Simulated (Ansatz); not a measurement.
Input

```
crystal:
  lattice:
    - [4.08780657, 0.0, 0.0]
    - [0.0, 4.08780657, 0.0]
    - [0.0, 0.0, 4.08780657]
  atoms:
    - { symbol: Sc, position: [0.0, 0.0, 0.0] }
    - { symbol: Al, position: [0.5, 0.0, 0.5] }
    - { symbol: Al, position: [0.0, 0.5, 0.5] }
    - { symbol: Al, position: [0.5, 0.5, 0.0] }
basis:
  ecutwfc: 500
  fft_grid_basis: typed
kpoints:
  mp_grid: { grid: [8, 8, 8] }
hamiltonian:
  xc: pbe
  pseudopotentials: { kind: paw }
scf:
  occupations: { method: gaussian, width: 0.05 }
output:
  forces: true
  stress: true
  eigenvalues: true
  bader: true
  write_density: true
  volumetric_format: npy
  elf: true
```

Launched as:

```sh
ansatz run input.yaml --threads 1 --pin off --max-ram 2560MiB --backend cpu --events-out ev --progress --plain --runs-dir out
```

The picture shows the conventional cell (a = 4.09 Å, b = 4.09 Å, c = 4.09 Å, α = 90.00°, β = 90.00°, γ = 90.00°).

Space group Pm-3m. The cell comes from a database of computed structures, not from a measurement.

Method: DFT PBE, scalar-relativistic, plane waves, PAW in Ansatz 0.2.0.

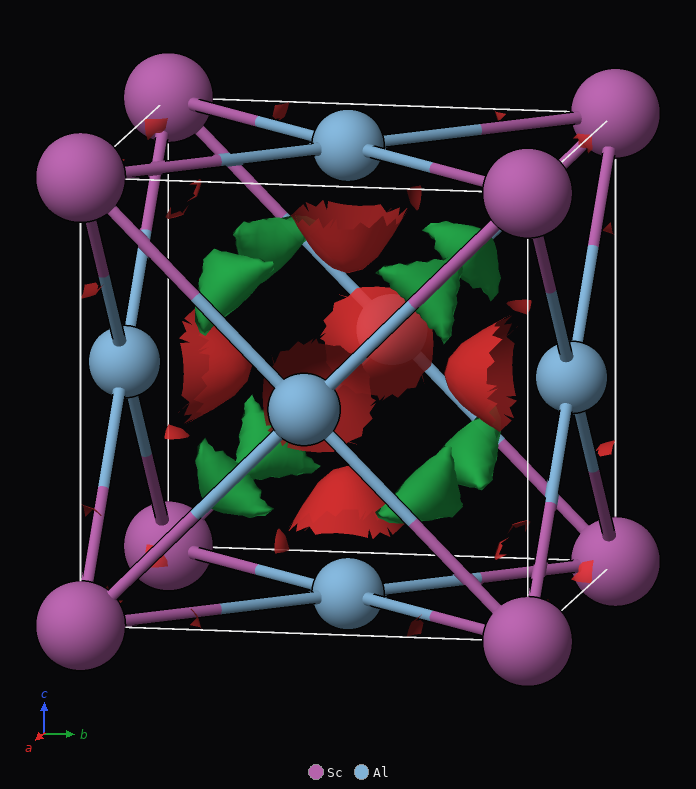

ScAl$_{3}$. Deformation density (self-consistent density less superposed neutral spherical atoms): green surfaces at +0.03 and red ones at −0.03 e/Å³, in the conventional cell seen slightly off an axis (the regions close to the nuclei are left out). Cores are masked to 1.0 Å (Sc) and 0.8 Å (Al).

In a PAW calculation such maps are meaningful between the atoms, not at the nuclei.

> What does the deformation density say about the bonding?

Al–Al (2.89 Å): Δρ is +0.02 e/Å³ at the midpoint.
- Al–Sc (2.89 Å): Δρ is about zero at the midpoint.
- Over the whole cell, outside the masked cores, the largest gain, 0.03 e/Å³, lies 1.7 Å from an aluminium nucleus and 1.9 Å from a scandium one, and the largest loss, 0.04 e/Å³, lies 0.9 Å from an aluminium nucleus.
- The rearranged charge, half the integral of |Δρ|, is about 0.15 e an atom.
